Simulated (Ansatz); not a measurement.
# Single-point calculation of HfSiO4 (part 2 of 2)

The same run, continued: HfSiO4 (I4₁/amd, 36 atoms in the cell); DFT PBE, scalar-relativistic, plane waves, PAW, no spin polarisation (Ansatz 0.2.0); cutoff 420 eV, 2×2×2 k-mesh, Gaussian smearing of 0.02 eV. The structure derives from a Materials Project entry. It belongs to a series of runs on one base structure; here: the perfect crystal in a cell of 36 atoms.

## Output, continued
```
  k-point 0: bands = ["-50.8932", "-50.8914", "-50.8914", "-50.8878", "-50.8878", "-50.8860", "-19.6784", "-19.6784", "-19.6784", "-19.6784", "-19.6696", "-19.6696", "-19.6030", "-19.6030", "-19.6010", "-19.5947", "-19.5947", "-19.5913", "-19.5099", "-19.5099", "-19.5022", "-19.5022", "-19.5022", "-19.5022", "-9.3966", "-8.7350", "-8.7350", "-8.6392", "-8.6392", "-8.4027", "-8.1942", "-8.1942", "-7.6248", "-7.5129", "-7.4674", "-7.4674", "-7.1051", "-7.1051", "-7.1051", "-7.1051",
      "-7.0482", "-7.0482", "-7.0164", "-7.0164", "-6.9756", "-6.9756", "-6.9756", "-6.9756", "-0.7930", "-0.7918", "-0.7918", "-0.7899", "-0.7880", "-0.7880", "-0.7880", "-0.7880", "-0.7861", "-0.7861", "-0.7818", "-0.7818", "-0.7785", "-0.7785", "-0.7772", "-0.7772", "-0.7772", "-0.7772", "-0.7744", "-0.7744", "-0.7698", "-0.7698", "-0.7691", "-0.7691", "-0.7688", "-0.7688", "-0.7687", "-0.7658", "-0.7658", "-0.7658", "-0.7658", "-0.7637",
      "-0.7612", "-0.7612", "-0.7583", "-0.7583", "-0.7566", "-0.7566", "-0.7524", "-0.7524", "-0.7524", "-0.7524", "2.0340", "2.3368", "2.3368", "3.6047", "3.6631", "3.6631", "3.9212", "3.9212", "3.9457", "4.2526", "4.2526", "4.4336", "4.4336", "5.1740", "5.3687", "5.3687", "5.3687", "5.3687", "5.4115", "5.6989", "5.9866", "5.9866", "5.9866", "5.9866", "6.3546", "6.3546", "6.4269", "6.5273", "6.5273", "6.5873",
      "6.5873", "6.7845", "6.8268", "6.8268", "7.2183", "7.2183", "7.2575", "7.2575", "7.2575", "7.2575", "7.3566", "7.3566", "7.3566", "7.3566", "7.5593", "7.5593", "7.6193", "7.6193", "8.0923", "8.0923", "8.3180", "8.3180", "8.5032", "8.5032", "8.6230", "8.6230", "8.6230", "8.6230", "8.8479", "8.8479", "8.8924", "8.9440", "9.0541", "9.0541", "9.0908", "9.0908", "9.1118", "9.1948", "9.1948", "9.1948",
      "9.1948", "9.6293", "15.2893", "15.4524", "15.4524", "15.5930", "15.6036", "15.7283", "15.7283", "15.9348", "15.9348", "15.9567", "15.9567", "16.0556", "16.0556", "16.0556", "16.0556", "16.6203", "16.6760", "16.7141", "16.7141", "16.8247", "16.8247", "16.8620", "16.8620", "17.3705", "17.3705"]
  k-point 1: bands = ["-50.8927", "-50.8927", "-50.8896", "-50.8896", "-50.8864", "-50.8864", "-19.6815", "-19.6815", "-19.6724", "-19.6724", "-19.6724", "-19.6724", "-19.6036", "-19.6036", "-19.5972", "-19.5972", "-19.5932", "-19.5932", "-19.5074", "-19.5074", "-19.5074", "-19.5074", "-19.4996", "-19.4996", "-9.1139", "-9.1139", "-8.8456", "-8.8456", "-8.4677", "-8.4677", "-7.8233", "-7.8233", "-7.6609", "-7.6609", "-7.5965", "-7.5965", "-7.1198", "-7.1198", "-7.0697", "-7.0697",
      "-7.0697", "-7.0697", "-7.0037", "-7.0037", "-7.0037", "-7.0037", "-6.9595", "-6.9595", "-0.7933", "-0.7933", "-0.7898", "-0.7898", "-0.7866", "-0.7866", "-0.7863", "-0.7863", "-0.7863", "-0.7863", "-0.7857", "-0.7857", "-0.7759", "-0.7759", "-0.7756", "-0.7756", "-0.7756", "-0.7756", "-0.7754", "-0.7754", "-0.7717", "-0.7717", "-0.7696", "-0.7696", "-0.7693", "-0.7693", "-0.7688", "-0.7688", "-0.7655", "-0.7655", "-0.7639", "-0.7639",
      "-0.7639", "-0.7639", "-0.7592", "-0.7592", "-0.7550", "-0.7550", "-0.7550", "-0.7550", "-0.7500", "-0.7500", "2.5472", "2.5472", "2.8152", "2.8152", "2.8218", "2.8218", "4.0129", "4.0129", "4.4925", "4.4925", "4.7810", "4.7810", "4.8867", "4.8867", "4.8867", "4.8867", "4.9335", "4.9335", "5.9969", "5.9969", "6.0046", "6.0046", "6.2089", "6.2089", "6.4413", "6.4413", "6.4413", "6.4413", "6.6553", "6.6553",
      "6.6981", "6.6981", "6.8060", "6.8060", "7.1065", "7.1065", "7.1686", "7.1686", "7.1686", "7.1686", "7.4316", "7.4316", "7.4316", "7.4316", "7.7206", "7.7206", "7.9173", "7.9173", "8.0000", "8.0000", "8.2055", "8.2055", "8.3449", "8.3449", "8.5842", "8.5842", "8.6609", "8.6609", "8.7489", "8.7489", "8.7489", "8.7489", "8.7514", "8.7514", "8.8961", "8.8961", "9.3092", "9.3092", "9.3092", "9.3092",
      "9.5816", "9.5816", "15.3224", "15.3224", "15.7412", "15.7412", "15.7720", "15.7720", "15.8579", "15.8579", "15.8579", "15.8579", "16.0565", "16.0565", "16.1697", "16.1697", "16.2218", "16.2218", "16.6380", "16.6380", "16.8767", "16.8767", "16.9585", "16.9585", "17.3135", "17.3135", "17.3135"]
  k-point 2: bands = ["-50.8914", "-50.8914", "-50.8914", "-50.8878", "-50.8878", "-50.8878", "-19.6755", "-19.6755", "-19.6752", "-19.6506", "-19.6464", "-19.6464", "-19.6405", "-19.6405", "-19.6401", "-19.5486", "-19.5473", "-19.5473", "-19.5425", "-19.5425", "-19.5411", "-19.5050", "-19.5048", "-19.5048", "-9.0132", "-9.0132", "-8.6254", "-8.6128", "-8.5209", "-8.5209", "-7.9605", "-7.6876", "-7.6876", "-7.6016", "-7.4718", "-7.4718", "-7.2805", "-7.2805", "-7.2586", "-7.2062",
      "-7.2062", "-7.1739", "-7.0655", "-7.0655", "-7.0476", "-7.0322", "-7.0092", "-7.0092", "-0.8001", "-0.7974", "-0.7974", "-0.7906", "-0.7906", "-0.7885", "-0.7873", "-0.7873", "-0.7864", "-0.7848", "-0.7846", "-0.7846", "-0.7818", "-0.7805", "-0.7805", "-0.7780", "-0.7766", "-0.7766", "-0.7757", "-0.7757", "-0.7745", "-0.7741", "-0.7741", "-0.7717", "-0.7709", "-0.7709", "-0.7707", "-0.7681", "-0.7681", "-0.7680", "-0.7608", "-0.7608",
      "-0.7602", "-0.7602", "-0.7601", "-0.7592", "-0.7575", "-0.7555", "-0.7555", "-0.7542", "-0.7542", "-0.7534", "2.6481", "2.6481", "2.7599", "3.5571", "3.6837", "3.6837", "4.3905", "4.5485", "4.5485", "4.6090", "4.6605", "4.6605", "4.7211", "4.7211", "5.0753", "5.0753", "5.2811", "5.2811", "5.3598", "5.3992", "5.5606", "5.6337", "6.1601", "6.1601", "6.1673", "6.1673", "6.2651", "6.4417", "6.4417", "6.5200",
      "6.7114", "6.7114", "6.8238", "6.9117", "6.9284", "6.9284", "7.1109", "7.1109", "7.1719", "7.2336", "7.4209", "7.4384", "7.4384", "7.6012", "7.6575", "7.6575", "7.6843", "7.6843", "7.8748", "8.0787", "8.1105", "8.1105", "8.3444", "8.3931", "8.3931", "8.5444", "8.5778", "8.5778", "8.6921", "8.6921", "8.7027", "8.8344", "8.8344", "8.8350", "8.8350", "8.8453", "9.0464", "9.0464", "9.2824", "9.2824",
      "9.3907", "9.4220", "15.1895", "15.2494", "15.2494", "15.2881", "15.2881", "15.3421", "15.7661", "15.7661", "16.0576", "16.0576", "16.0745", "16.2324", "16.3347", "16.3347", "16.3433", "16.5327", "16.5327", "16.7934", "16.9413", "16.9413", "17.1501", "17.1501", "17.2154", "17.3685", "17.3685"]
  k-point 3: bands = ["-50.8896", "-50.8896", "-50.8896", "-50.8896", "-50.8896", "-50.8896", "-19.6648", "-19.6648", "-19.6648", "-19.6648", "-19.6619", "-19.6619", "-19.5930", "-19.5930", "-19.5918", "-19.5918", "-19.5918", "-19.5918", "-19.5240", "-19.5240", "-19.5240", "-19.5240", "-19.5240", "-19.5240", "-8.7473", "-8.7473", "-8.5674", "-8.5674", "-8.5674", "-8.5674", "-7.7167", "-7.7167", "-7.7167", "-7.7167", "-7.4059", "-7.4059", "-7.3022", "-7.3022", "-7.2230", "-7.2230",
      "-7.2230", "-7.2230", "-7.2198", "-7.2198", "-7.1995", "-7.1995", "-7.1995", "-7.1995", "-0.8010", "-0.8010", "-0.8010", "-0.8010", "-0.7933", "-0.7933", "-0.7927", "-0.7927", "-0.7841", "-0.7841", "-0.7841", "-0.7841", "-0.7825", "-0.7825", "-0.7825", "-0.7825", "-0.7818", "-0.7818", "-0.7762", "-0.7762", "-0.7758", "-0.7758", "-0.7758", "-0.7758", "-0.7698", "-0.7698", "-0.7686", "-0.7686", "-0.7686", "-0.7686", "-0.7607", "-0.7607",
      "-0.7587", "-0.7587", "-0.7587", "-0.7587", "-0.7571", "-0.7571", "-0.7571", "-0.7571", "-0.7547", "-0.7547", "3.5415", "3.5415", "3.6252", "3.6252", "3.6252", "3.6252", "4.7543", "4.7543", "4.7543", "4.7543", "4.8675", "4.8675", "4.8830", "4.8830", "5.1052", "5.1052", "5.1052", "5.1052", "5.2533", "5.2533", "5.4231", "5.4231", "5.4231", "5.4231", "6.1049", "6.1049", "6.1049", "6.1049", "6.3124", "6.3124",
      "6.7568", "6.7568", "6.8993", "6.8993", "6.8993", "6.8993", "7.1271", "7.1271", "7.1271", "7.1271", "7.1485", "7.1485", "7.6505", "7.6505", "7.6948", "7.6948", "7.6948", "7.6948", "8.0805", "8.0805", "8.0805", "8.0805", "8.3136", "8.3136", "8.4477", "8.4477", "8.4477", "8.4477", "8.6263", "8.6263", "8.6263", "8.6263", "8.6777", "8.6777", "8.7560", "8.7560", "9.0653", "9.0653", "9.1467", "9.1467",
      "9.1467", "9.1467", "14.9535", "14.9535", "14.9535", "14.9535", "14.9610", "14.9610", "16.0340", "16.0340", "16.0391", "16.0391", "16.1870", "16.1870", "16.1870", "16.1870", "16.5228", "16.5228", "16.5228", "16.5228", "17.3658", "17.3658", "17.6431", "17.6431", "17.6431", "17.6431", "18.2655"]
```

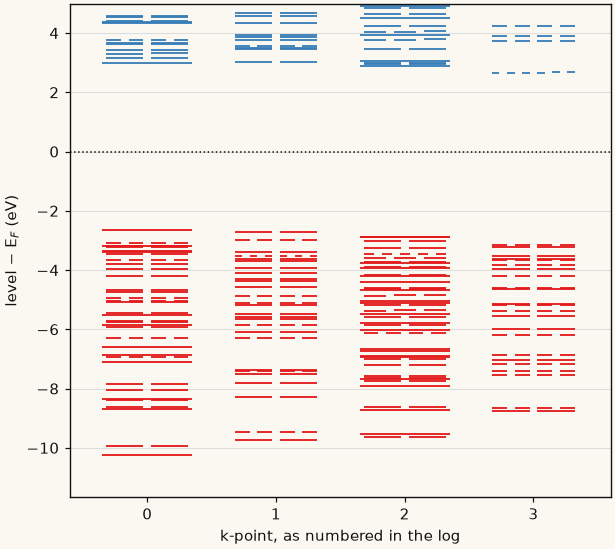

*Kohn–Sham levels near the Fermi level (dotted) at the few k-points that the log prints; levels within 0.02 eV of each other stand side by side.*

Among these points the highest filled and lowest empty levels are 5.32 eV apart, which is the gap on the mesh.
